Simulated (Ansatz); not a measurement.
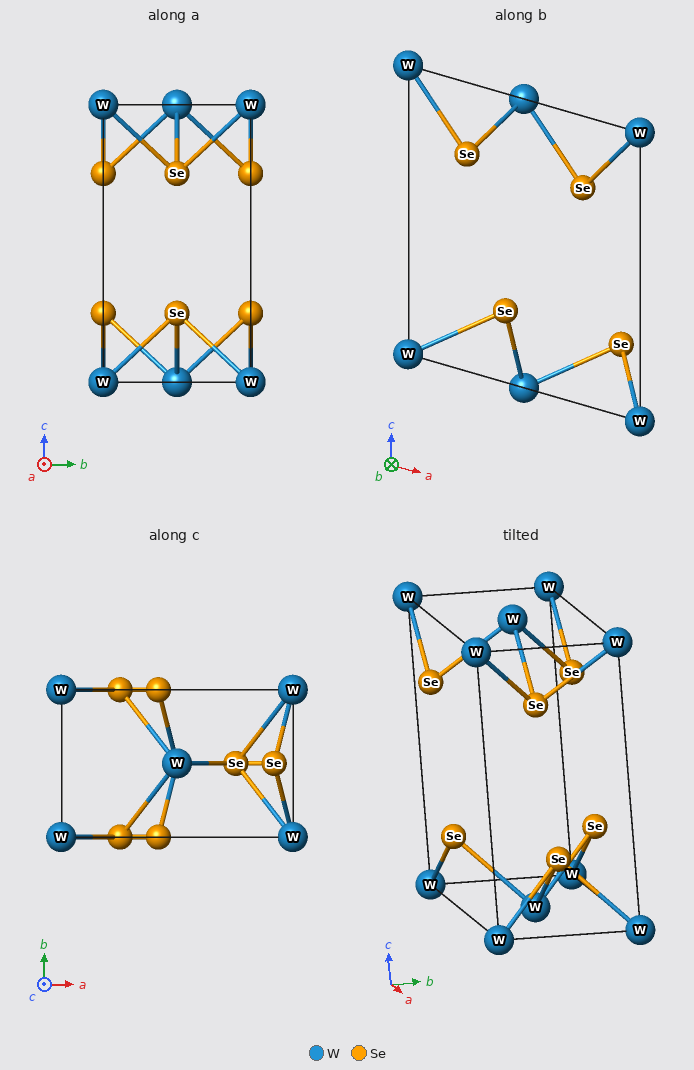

Drawn in the ball-and-stick manner and seen along the a axis, along the b axis, along the c axis and slightly off an axis. The lines enclose the conventional unit cell; boundary atoms appear with their images.

Lattice parameters: a = 5.719 Å, b = 3.494 Å, c = 6.850 Å, α = 90.00°, β = 106.16°, γ = 90.00°. Put a along x and b in the xy plane.

Write down what is shown as a POSCAR file, with free fractional coordinates to two decimals.

Answer.
```
W Se
1.0
     5.719    0.000    0.000
     0.000    3.494    0.000
    -1.906    0.000    6.580
W Se
2 4
Direct
  0.50 0.50 0.00
  0.00 0.00 0.00
  0.92 0.50 0.25
  0.75 0.50 0.75
  0.42 0.00 0.25
  0.25 0.00 0.75
```

Provenance: a structure type filled with these elements by a generator (whether the compound takes this form wasn't checked). The cell was then strained or its atoms displaced on purpose. A calculation with Ansatz used it as input.
